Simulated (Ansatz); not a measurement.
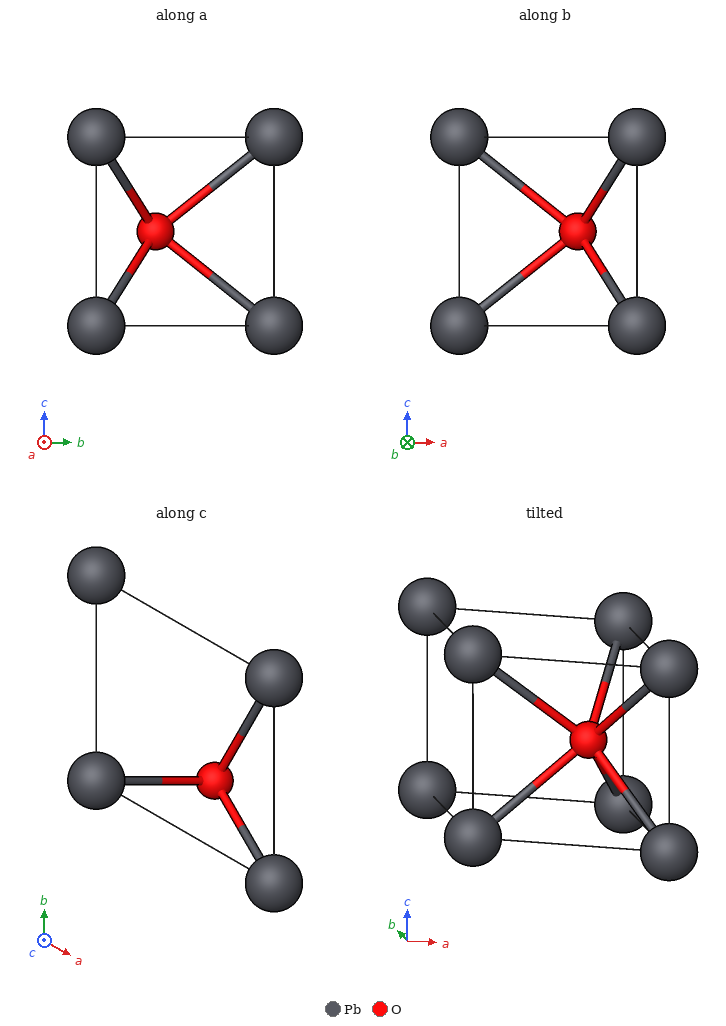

Crystal structure, ball-and-stick style, seen along the a axis, along the b axis, along the c axis and slightly off an axis. The edges of the conventional unit cell are marked.

Lattice parameters: a = 3.5813 Å, b = 3.5813 Å, c = 3.2937 Å, α = 90.000°, β = 90.000°, γ = 120.000°.

Q: Convert the drawing into a CIF in P1 with every atom of the cell.

A:
```cif
data_structure
_symmetry_space_group_name_H-M 'P 1'
_symmetry_Int_Tables_number 1
_cell_length_a 3.5813
_cell_length_b 3.5813
_cell_length_c 3.2937
_cell_angle_alpha 90.000
_cell_angle_beta 90.000
_cell_angle_gamma 120.000
_cell_volume 36.59
loop_
_atom_site_label
_atom_site_type_symbol
_atom_site_fract_x
_atom_site_fract_y
_atom_site_fract_z
_atom_site_occupancy
Pb1 Pb 0.0000 0.0000 0.0000 1
O1 O 0.6667 0.3333 0.5000 1
```

The cell started as a structure type filled with these elements by a generator (whether the compound takes this form wasn't checked). It was relaxed at fixed volume with DFT r2SCAN, scalar-relativistic, plane waves, PAW (Ansatz).
